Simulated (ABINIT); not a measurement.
**Geometry relaxation, with input and output: PbS (part 2 of 2)**

PbS (Fm-3m, 2 atoms in the cell); Kohn-Sham DFT of a periodic cell, PBEsol, PseudoDojo NC SR PBEsol v0.4.1 standard, no spin polarisation (ABINIT 10.8.3); cutoff 761.92 eV, 6×6×6 k-mesh, fermi-dirac of 0.05 eV. The structure derives from an entry of the Crystallography Open Database.

Geometry of the input (Å; fractional positions):
```
0.0000  2.9657  2.9657
2.9657  0.0000  2.9657
2.9657  2.9657  0.0000
Pb 0.0000  0.0000  0.0000
S  0.5000  0.5000  0.5000
```

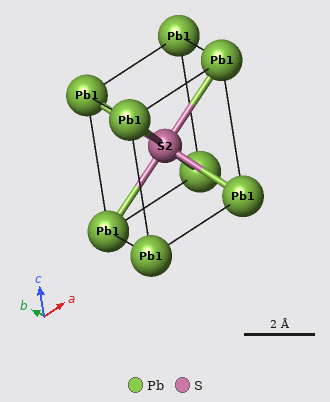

**Figure 1.** The geometry at step 2 of the log (ball-and-stick view of the cell of the calculation, seen slightly off an axis; atoms are numbered from 1 in the order of the input).

## Output, continued
```
 Cartesian coordinates (xcart) [bohr]
  0.00000000000000E+00  0.00000000000000E+00  0.00000000000000E+00
  5.59956987601744E+00  5.59956987601744E+00  5.59956987601743E+00
 Reduced coordinates (xred)
  0.00000000000000E+00  0.00000000000000E+00  0.00000000000000E+00
  5.00000000000000E-01  5.00000000000000E-01  5.00000000000000E-01
 Cartesian forces (fcart) [Ha/bohr]; max,rms= 0.00000E+00 0.00000E+00 (free atoms)
 -0.00000000000000E+00 -0.00000000000000E+00 -0.00000000000000E+00
 -0.00000000000000E+00 -0.00000000000000E+00 -0.00000000000000E+00
 Gradient of E wrt nuclear positions in reduced coordinates (gred)
  0.00000000000000E+00  0.00000000000000E+00  0.00000000000000E+00
  0.00000000000000E+00  0.00000000000000E+00  0.00000000000000E+00
 Scale of Primitive Cell (acell) [bohr]
  7.91898766211969E+00  7.91898766211969E+00  7.91898766211969E+00
 Real space primitive translations (rprimd) [bohr]
  0.00000000000000E+00  5.59956987601743E+00  5.59956987601743E+00
  5.59956987601744E+00  0.00000000000000E+00  5.59956987601744E+00
  5.59956987601744E+00  5.59956987601744E+00  0.00000000000000E+00
 Unitary Cell Volume (ucvol) [Bohr^3]=  3.51151074087505E+02
 Angles (23,13,12)= [degrees]
  6.00000000000000E+01  6.00000000000000E+01  6.00000000000000E+01
 Lengths [Bohr]
  7.91898766211968E+00  7.91898766211969E+00  7.91898766211969E+00
 Stress tensor in cartesian coordinates (strten) [Ha/bohr^3]
  2.40970705465398E-05  0.00000000000000E+00  0.00000000000000E+00
  0.00000000000000E+00  2.40970705465433E-05  0.00000000000000E+00
  0.00000000000000E+00  0.00000000000000E+00  2.40970705465485E-05
 Total energy (etotal) [Ha]= -8.13259338466420E+01

 Difference of energy with previous step (new-old):
           Absolute (Ha)=-2.44516E-05
           Relative     =-3.00661E-07

--- Iteration: ( 3/50) Internal Cycle: (1/1)
--------------------------------------------------------------------------------

---SELF-CONSISTENT-FIELD CONVERGENCE--------------------------------------------

--- !BeginCycle
iteration_state: {dtset: 1, itime: 3, icycle: 1, }
solver: {iscf: 7, nstep: 80, nline: 4, wfoptalg: 0, }
tolerances: {tolvrs: 1.00E-12, }
...

     iter   Etot(hartree)      deltaE(h)  residm     vres2
 ETOT  1  -81.324931821431    -8.132E+01 3.766E-04 1.372E+01
 ETOT  2  -81.325897267424    -9.654E-04 1.828E-05 6.747E-01
 ETOT  3  -81.325971718785    -7.445E-05 1.891E-05 1.736E-01
 ETOT  4  -81.325985726743    -1.401E-05 3.431E-06 5.825E-03
 ETOT  5  -81.325986309932    -5.832E-07 1.088E-06 1.626E-04
 ETOT  6  -81.325986326654    -1.672E-08 1.858E-06 3.048E-06
 ETOT  7  -81.325986326852    -1.987E-10 5.377E-07 2.333E-08
 ETOT  8  -81.325986326854    -1.123E-12 1.210E-06 2.250E-10
 ETOT  9  -81.325986326852     1.663E-12 3.550E-07 2.578E-12
 ETOT 10  -81.325986326853    -8.242E-13 8.411E-07 1.599E-14

 At SCF step   10       vres2   =  1.60E-14 < tolvrs=  1.00E-12 =>converged.

 Cartesian components of stress tensor (hartree/bohr^3)
  sigma(1 1)= -3.62864521E-07  sigma(3 2)=  0.00000000E+00
  sigma(2 2)= -3.62864521E-07  sigma(3 1)=  0.00000000E+00
  sigma(3 3)= -3.62864521E-07  sigma(2 1)=  0.00000000E+00

--- !ResultsGS
iteration_state: {dtset: 1, itime: 3, icycle: 1, }
comment   : Summary of ground state results
lattice_vectors:
- [  0.0000000,   5.5761916,   5.5761916, ]
- [  5.5761916,   0.0000000,   5.5761916, ]
- [  5.5761916,   5.5761916,   0.0000000, ]
lattice_lengths: [   7.88593,    7.88593,    7.88593, ]
lattice_angles: [ 60.000,  60.000,  60.000, ] # degrees, (23, 13, 12)
lattice_volume:   3.4677123E+02
convergence: {deltae: -8.242E-13, res2:  1.599E-14, residm:  8.411E-07, diffor: null, }
etotal    :  -8.13259863E+01
entropy   :   0.00000000E+00
fermie    :   1.75255950E-01
cartesian_stress_tensor: # hartree/bohr^3
- [ -3.62864521E-07,   0.00000000E+00,   0.00000000E+00, ]
- [  0.00000000E+00,  -3.62864521E-07,   0.00000000E+00, ]
- [  0.00000000E+00,   0.00000000E+00,  -3.62864521E-07, ]
pressure_GPa:   1.0676E-02
xred      :
- [  0.0000E+00,   0.0000E+00,   0.0000E+00, Pb]
- [  5.0000E-01,   5.0000E-01,   5.0000E-01,  S]
cartesian_forces: # hartree/bohr
- [ -0.00000000E+00,  -0.00000000E+00,  -0.00000000E+00, ]
- [ -0.00000000E+00,  -0.00000000E+00,  -0.00000000E+00, ]
force_length_stats: {min:   0.00000000E+00, max:   0.00000000E+00, mean:   0.00000000E+00, }
...

 Integrated electronic density in atomic spheres:
 ------------------------------------------------
 Atom  Sphere_radius  Integrated_density
    1        2.00000         10.04971002
    2        2.00000          3.82860922

---OUTPUT-----------------------------------------------------------------------

 Cartesian coordinates (xcart) [bohr]
  0.00000000000000E+00  0.00000000000000E+00  0.00000000000000E+00
  5.57619158002445E+00  5.57619158002445E+00  5.57619158002445E+00
 Reduced coordinates (xred)
  0.00000000000000E+00  0.00000000000000E+00  0.00000000000000E+00
  5.00000000000000E-01  5.00000000000000E-01  5.00000000000000E-01
 Cartesian forces (fcart) [Ha/bohr]; max,rms= 0.00000E+00 0.00000E+00 (free atoms)
 -0.00000000000000E+00 -0.00000000000000E+00 -0.00000000000000E+00
 -0.00000000000000E+00 -0.00000000000000E+00 -0.00000000000000E+00
 Gradient of E wrt nuclear positions in reduced coordinates (gred)
  0.00000000000000E+00  0.00000000000000E+00  0.00000000000000E+00
  0.00000000000000E+00  0.00000000000000E+00  0.00000000000000E+00
 Scale of Primitive Cell (acell) [bohr]
  7.88592575886124E+00  7.88592575886123E+00  7.88592575886123E+00
 Real space primitive translations (rprimd) [bohr]
  0.00000000000000E+00  5.57619158002446E+00  5.57619158002446E+00
  5.57619158002445E+00  0.00000000000000E+00  5.57619158002445E+00
  5.57619158002445E+00  5.57619158002445E+00  0.00000000000000E+00
 Unitary Cell Volume (ucvol) [Bohr^3]=  3.46771226559184E+02
 Angles (23,13,12)= [degrees]
  6.00000000000000E+01  6.00000000000000E+01  6.00000000000000E+01
 Lengths [Bohr]
  7.88592575886124E+00  7.88592575886123E+00  7.88592575886123E+00
 Stress tensor in cartesian coordinates (strten) [Ha/bohr^3]
 -3.62864521138984E-07  0.00000000000000E+00  0.00000000000000E+00
  0.00000000000000E+00 -3.62864521154596E-07  0.00000000000000E+00
  0.00000000000000E+00  0.00000000000000E+00 -3.62864521158066E-07
 Total energy (etotal) [Ha]= -8.13259863268527E+01

 Difference of energy with previous step (new-old):
           Absolute (Ha)=-5.24802E-05
           Relative     =-6.45307E-07

--- Iteration: ( 4/50) Internal Cycle: (1/1)
--------------------------------------------------------------------------------

---SELF-CONSISTENT-FIELD CONVERGENCE--------------------------------------------

--- !BeginCycle
iteration_state: {dtset: 1, itime: 4, icycle: 1, }
solver: {iscf: 7, nstep: 80, nline: 4, wfoptalg: 0, }
tolerances: {tolvrs: 1.00E-12, }
...

     iter   Etot(hartree)      deltaE(h)  residm     vres2
 ETOT  1  -81.325986110408    -8.133E+01 5.691E-07 2.968E-03
 ETOT  2  -81.325986319919    -2.095E-07 4.150E-07 1.403E-04
 ETOT  3  -81.325986335468    -1.555E-08 1.290E-07 3.688E-05
 ETOT  4  -81.325986338427    -2.959E-09 3.023E-07 1.282E-06
 ETOT  5  -81.325986338556    -1.293E-10 9.191E-08 3.525E-08
 ETOT  6  -81.325986338556     2.842E-13 2.153E-07 6.085E-10
 ETOT  7  -81.325986338561    -5.642E-12 6.542E-08 4.505E-12
 ETOT  8  -81.325986338557     4.505E-12 1.537E-07 4.247E-14

 At SCF step    8       vres2   =  4.25E-14 < tolvrs=  1.00E-12 =>converged.

 Cartesian components of stress tensor (hartree/bohr^3)
  sigma(1 1)=  3.92388614E-09  sigma(3 2)=  0.00000000E+00
  sigma(2 2)=  3.92388615E-09  sigma(3 1)=  0.00000000E+00
  sigma(3 3)=  3.92388615E-09  sigma(2 1)=  0.00000000E+00

--- !ResultsGS
iteration_state: {dtset: 1, itime: 4, icycle: 1, }
comment   : Summary of ground state results
lattice_vectors:
- [  0.0000000,   5.5765341,   5.5765341, ]
- [  5.5765341,   0.0000000,   5.5765341, ]
- [  5.5765341,   5.5765341,   0.0000000, ]
lattice_lengths: [   7.88641,    7.88641,    7.88641, ]
lattice_angles: [ 60.000,  60.000,  60.000, ] # degrees, (23, 13, 12)
lattice_volume:   3.4683514E+02
convergence: {deltae:  4.505E-12, res2:  4.247E-14, residm:  1.537E-07, diffor: null, }
etotal    :  -8.13259863E+01
entropy   :   0.00000000E+00
fermie    :   1.75178993E-01
cartesian_stress_tensor: # hartree/bohr^3
- [  3.92388614E-09,   0.00000000E+00,   0.00000000E+00, ]
- [  0.00000000E+00,   3.92388615E-09,   0.00000000E+00, ]
- [  0.00000000E+00,   0.00000000E+00,   3.92388615E-09, ]
pressure_GPa:  -1.1544E-04
xred      :
- [  0.0000E+00,   0.0000E+00,   0.0000E+00, Pb]
- [  5.0000E-01,   5.0000E-01,   5.0000E-01,  S]
cartesian_forces: # hartree/bohr
- [ -0.00000000E+00,  -0.00000000E+00,  -0.00000000E+00, ]
- [ -0.00000000E+00,  -0.00000000E+00,  -0.00000000E+00, ]
force_length_stats: {min:   0.00000000E+00, max:   0.00000000E+00, mean:   0.00000000E+00, }
...

 Integrated electronic density in atomic spheres:
 ------------------------------------------------
 Atom  Sphere_radius  Integrated_density
    1        2.00000         10.05015905
    2        2.00000          3.82894133

---OUTPUT-----------------------------------------------------------------------

 Cartesian coordinates (xcart) [bohr]
  0.00000000000000E+00  0.00000000000000E+00  0.00000000000000E+00
  5.57653413594746E+00  5.57653413594746E+00  5.57653413594746E+00
 Reduced coordinates (xred)
  0.00000000000000E+00  0.00000000000000E+00  0.00000000000000E+00
  5.00000000000000E-01  5.00000000000000E-01  5.00000000000000E-01
 Cartesian forces (fcart) [Ha/bohr]; max,rms= 0.00000E+00 0.00000E+00 (free atoms)
 -0.00000000000000E+00 -0.00000000000000E+00 -0.00000000000000E+00
 -0.00000000000000E+00 -0.00000000000000E+00 -0.00000000000000E+00
 Gradient of E wrt nuclear positions in reduced coordinates (gred)
  0.00000000000000E+00  0.00000000000000E+00  0.00000000000000E+00
  0.00000000000000E+00  0.00000000000000E+00  0.00000000000000E+00
 Scale of Primitive Cell (acell) [bohr]
  7.88641020609344E+00  7.88641020609344E+00  7.88641020609344E+00
 Real space primitive translations (rprimd) [bohr]
  0.00000000000000E+00  5.57653413594747E+00  5.57653413594747E+00
  5.57653413594747E+00  0.00000000000000E+00  5.57653413594747E+00
  5.57653413594747E+00  5.57653413594747E+00  0.00000000000000E+00
 Unitary Cell Volume (ucvol) [Bohr^3]=  3.46835138908735E+02
 Angles (23,13,12)= [degrees]
  6.00000000000000E+01  6.00000000000000E+01  6.00000000000000E+01
 Lengths [Bohr]
  7.88641020609343E+00  7.88641020609343E+00  7.88641020609343E+00
 Stress tensor in cartesian coordinates (strten) [Ha/bohr^3]
  3.92388614482708E-09  0.00000000000000E+00  0.00000000000000E+00
  0.00000000000000E+00  3.92388615003125E-09  0.00000000000000E+00
  0.00000000000000E+00  0.00000000000000E+00  3.92388614656181E-09
 Total energy (etotal) [Ha]= -8.13259863385568E+01

 Difference of energy with previous step (new-old):
           Absolute (Ha)=-1.17041E-08
           Relative     =-1.43916E-10

 At Broyd/MD step   4, gradients are converged :
  max grad (force/stress) = 3.9239E-07 < tolmxf= 2.0000E-05 ha/bohr (free atoms)

================================================================================

 ----iterations are completed or convergence reached----

 Mean square residual over all n,k,spin=   78.135E-11; max=  15.371E-08
 reduced coordinates (array xred) for    2 atoms
       0.000000000000      0.000000000000      0.000000000000
       0.500000000000      0.500000000000      0.500000000000
 rms dE/dt=  0.0000E+00; max dE/dt=  0.0000E+00; dE/dt below (all hartree)
    1       0.000000000000      0.000000000000      0.000000000000
    2       0.000000000000      0.000000000000      0.000000000000

 cartesian coordinates (angstrom) at end:
    1      0.00000000000000     0.00000000000000     0.00000000000000
    2      2.95097477856407     2.95097477856407     2.95097477856407

 cartesian forces (hartree/bohr) at end:
    1     -0.00000000000000    -0.00000000000000    -0.00000000000000
    2     -0.00000000000000    -0.00000000000000    -0.00000000000000
 frms,max,avg= 0.0000000E+00 0.0000000E+00   0.000E+00  0.000E+00  0.000E+00 h/b

 cartesian forces (eV/Angstrom) at end:
    1     -0.00000000000000    -0.00000000000000    -0.00000000000000
    2     -0.00000000000000    -0.00000000000000    -0.00000000000000
 frms,max,avg= 0.0000000E+00 0.0000000E+00   0.000E+00  0.000E+00  0.000E+00 e/A
 length scales=  7.886410206093  7.886410206093  7.886410206093 bohr
              =  4.173308554066  4.173308554066  4.173308554066 angstroms
 Fermi (or HOMO) energy (hartree) =   0.17518   Average Vxc (hartree)=  -0.37497
 Eigenvalues (hartree) for nkpt=  16  k points:
 kpt#   1, nband= 14, wtk=  0.00463, kpt=  0.0000  0.0000  0.0000 (reduced coord)
  -0.44511   -0.44511   -0.44511   -0.44462   -0.44462   -0.33405   -0.05090    0.08871
   0.08871    0.08871    0.36219    0.36219    0.36219    0.41259
      occupation numbers for kpt#   1
   2.00000    2.00000    2.00000    2.00000    2.00000    2.00000    2.00000    2.00000
   2.00000    2.00000    0.00000    0.00000    0.00000    0.00000
 prteigrs : prtvol=0 or 1, do not print more k-points.

--- !EnergyTerms
iteration_state     : {dtset: 1, itime: 4, icycle: 1, }
comment             : Components of total free energy in Hartree
kinetic             :  3.83813975019529E+01
hartree             :  1.50628309896002E+01
xc                  : -2.29595426545890E+01
Ewald energy        : -5.58932795646263E+01
psp_core            :  3.05881089188382E+00
local_psp           : -4.61320571574990E+01
non_local_psp       : -1.28440985848755E+01
internal            : -8.13259385781529E+01
'-kT*entropy'       : -4.77604039509345E-05
total_energy        : -8.13259863385568E+01
total_energy_eV     : -2.21299282609384E+03
band_energy         : -4.82998255495947E+00
...

 Cartesian components of stress tensor (hartree/bohr^3)
  sigma(1 1)=  3.92388614E-09  sigma(3 2)=  0.00000000E+00
  sigma(2 2)=  3.92388615E-09  sigma(3 1)=  0.00000000E+00
  sigma(3 3)=  3.92388615E-09  sigma(2 1)=  0.00000000E+00

-Cartesian components of stress tensor (GPa)         [Pressure= -1.1544E-04 GPa]
- sigma(1 1)=  1.15444716E-04  sigma(3 2)=  0.00000000E+00
- sigma(2 2)=  1.15444716E-04  sigma(3 1)=  0.00000000E+00
- sigma(3 3)=  1.15444716E-04  sigma(2 1)=  0.00000000E+00

== END DATASET(S) ==============================================================
================================================================================

 -outvars: echo values of variables after computation  --------
            acell      7.8864102061E+00  7.8864102061E+00  7.8864102061E+00 Bohr
           etotal     -8.1325986339E+01
            fcart     -0.0000000000E+00 -0.0000000000E+00 -0.0000000000E+00
                      -0.0000000000E+00 -0.0000000000E+00 -0.0000000000E+00
            rprim      0.0000000000E+00  7.0710678119E-01  7.0710678119E-01
                       7.0710678119E-01  0.0000000000E+00  7.0710678119E-01
                       7.0710678119E-01  7.0710678119E-01  0.0000000000E+00
           strten      3.9238861448E-09  3.9238861500E-09  3.9238861466E-09
                       0.0000000000E+00  0.0000000000E+00  0.0000000000E+00
           xangst      0.0000000000E+00  0.0000000000E+00  0.0000000000E+00
                       2.9509747786E+00  2.9509747786E+00  2.9509747786E+00
             xred      0.0000000000E+00  0.0000000000E+00  0.0000000000E+00
                       5.0000000000E-01  5.0000000000E-01  5.0000000000E-01
 Calculation completed.
```

## Trajectory as extended XYZ (Å, eV, eV/Å), 4 frames, from step=0 to step=3
```
2
Lattice="0.0000 2.9657 2.9657 2.9657 0.0000 2.9657 2.9657 2.9657 0.0000" Properties=species:S:1:pos:R:3:forces:R:3 step=0 energy=-2212.99073
Pb    0.0000    0.0000    0.0000    0.0000   0.0000   0.0000
S     2.9657    2.9657    2.9657    0.0000   0.0000   0.0000
2
Lattice="0.0000 2.9632 2.9632 2.9632 0.0000 2.9632 2.9632 2.9632 0.0000" Properties=species:S:1:pos:R:3:forces:R:3 step=1 energy=-2212.99140
Pb    0.0000    0.0000    0.0000    0.0000   0.0000   0.0000
S     2.9632    2.9632    2.9632    0.0000   0.0000   0.0000
2
Lattice="0.0000 2.9508 2.9508 2.9508 0.0000 2.9508 2.9508 2.9508 0.0000" Properties=species:S:1:pos:R:3:forces:R:3 step=2 energy=-2212.99283
Pb    0.0000    0.0000    0.0000    0.0000   0.0000   0.0000
S     2.9508    2.9508    2.9508    0.0000   0.0000   0.0000
2
Lattice="0.0000 2.9510 2.9510 2.9510 0.0000 2.9510 2.9510 2.9510 0.0000" Properties=species:S:1:pos:R:3:forces:R:3 step=3 energy=-2212.99283
Pb    0.0000    0.0000    0.0000    0.0000   0.0000   0.0000
S     2.9510    2.9510    2.9510    0.0000   0.0000   0.0000
```

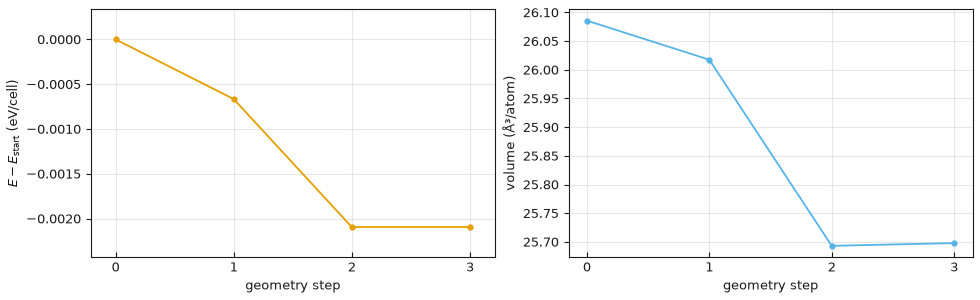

**Figure 2.** Progress of the relaxation, step by step (steps are counted from 0). No atom moves by more than 0.005 Å relative to the cell. After 3 geometry steps the energy has fallen by 2.1 meV per cell of the calculation. All forces vanish by symmetry, so only the cell relaxes.
